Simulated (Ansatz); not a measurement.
## Electronic structure of Se in real space

Input

```
crystal:
  lattice:
    - [0.0, 3.1119861359, 3.1119861359]
    - [3.1119861359, 0.0, 3.1119861359]
    - [3.1119861359, 3.1119861359, 0.0]
  atoms:
    - { symbol: Se, position: [0.125, 0.125, 0.125] }
    - { symbol: Se, position: [0.875, 0.875, 0.875] }
hamiltonian:
  xc: pbesol
  pseudopotentials:
    kind: paw
    azcp:
      Se: "pseudopotentials/Se.paw.azcp"
basis:
  ecutwfc: 420
  fft_grid_basis: typed
kpoints:
  mp_grid: { grid: [10, 10, 10], shift: [0, 0, 0] }
magnetization:
  spin_polarized: false
scf:
  occupations: { method: fermi_dirac, width: 0.1 }
  lower_state_search: "off"
output:
  stress: true
  write_density: true
  write_potential: true
  elf: true
  volumetric_format: npy
```

Below, planes, directions and counts refer to the conventional cell (a = 6.22 Å, b = 6.22 Å, c = 6.22 Å, α = 90.00°, β = 90.00°, γ = 90.00°).

Space group Fd-3m; set up as Se, diamond; a generated structure, not necessarily the stable one; changed on purpose from its base cell (volume × 1.0).

The calculation used DFT, PBEsol, plane waves (420 eV) with PAW, scalar-relativistic (Ansatz).

Core electrons are frozen (PAW), and the valence fields are smoothed inside the atomic spheres.

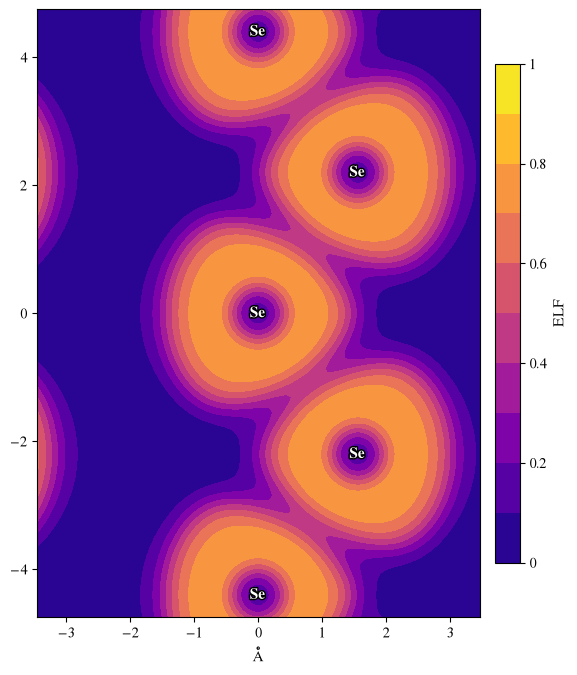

Figure 1. ELF on the (110) plane of the conventional cell.

**Read the bonding off the picture.**

- The plane passes through Se nuclei.
- Se–Se (2.70 Å): the ELF is about 0.45 at the midpoint.

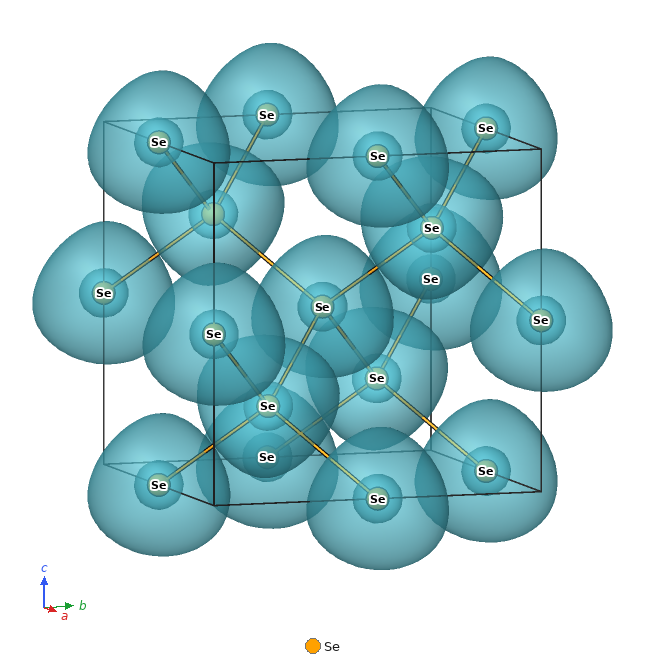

Figure 2. Isosurface of the electron localisation function at 0.55 (cyan), seen slightly off an axis. Core shells and regions of very low density are left out. Sticks mark near contacts.

**Identify the bonds, lone pairs and shells in this picture.**

The ELF exceeds this value in eight regions wrapped around Se (the valence shell of each), counted in one cell of 8 atoms. Regions shared between cells count once.

**Does the calculation make it a metal, or give it a gap?**

It is metallic or semimetallic at this level of theory: no gap opens.
